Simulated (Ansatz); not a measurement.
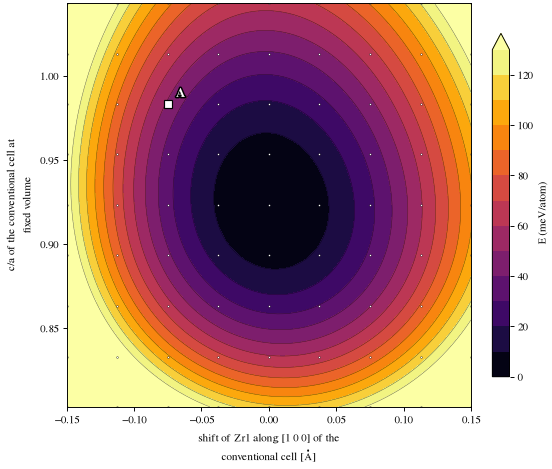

Zr3O (P6_322, No. 182; 8 atoms in the cell). The energy is mapped over a free internal coordinate and the cell. Coordinates scanned: (1) shift of Zr1 along [1 0 0] of the conventional cell, Cartesian (1 0 0), its symmetry partners moved as symmetry demands (measured in the relaxed cell); (2) c/a of the conventional cell at fixed volume. Nothing is relaxed (all other coordinates fixed). The grid has 9 × 9 points. Points are written as (first, second). Energies: meV/atom, counted from the lowest grid point. Level of theory: DFT PBEsol, scalar-relativistic, plane waves, PAW in Ansatz 0.2.0. Settings: cutoff 520 eV, k-mesh 9×9×8 in the order of the run's cell vectors, gaussian smearing 0.15 eV, no spin polarisation.

The picture shows filled contours, dots at the grid points, one colour for all values above the top of the scale, the point A. Between grid points the surface is interpolated.

Is A at rest? If not, where is it pushed?

A, at (−0.075 Å, 0.983), is not a stationary point. The computed force is 840 meV/atom for each Å towards larger values of the first coordinate and 540 meV/atom for each unit towards smaller values of the second coordinate.

PAW datasets: the set soft_1.
